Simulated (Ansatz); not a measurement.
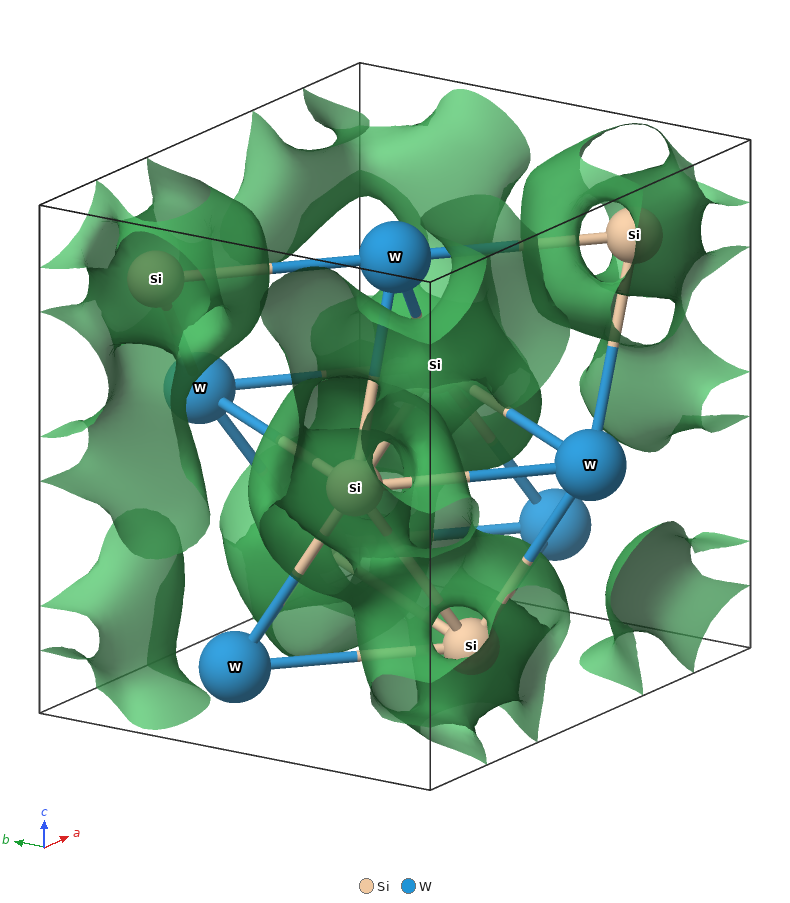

The picture shows: Si2W. Isosurface of the ELF at 0.55 (green), seen at an oblique angle. Core shells and regions of very low density are left out. Sticks mark near contacts.

Space group P6₂22; a structure from a database of computed crystals, not necessarily the ambient phase; started from the database structure prototype, which need not be the ambient phase; computed pressure about 5 GPa in this cell.

Method: DFT, PBE, plane waves, PAW in Ansatz 0.2.0.

Core electrons are frozen (PAW), and the valence fields are smoothed inside the atomic spheres.

**Describe the localisation domains.**

The ELF exceeds this value in channels that run through the cell in one direction, counted in one cell of 9 atoms. Any copies at cell faces, edges or corners count once. Profiles from the grid: Si–Si (2.56 Å): the ELF peaks at about 0.70 between the atoms. Si–W (2.58 Å): the ELF peaks at about 0.75 in the valence shell of Si, 0.9 Å from its nucleus, and is about 0.45 at the midpoint.
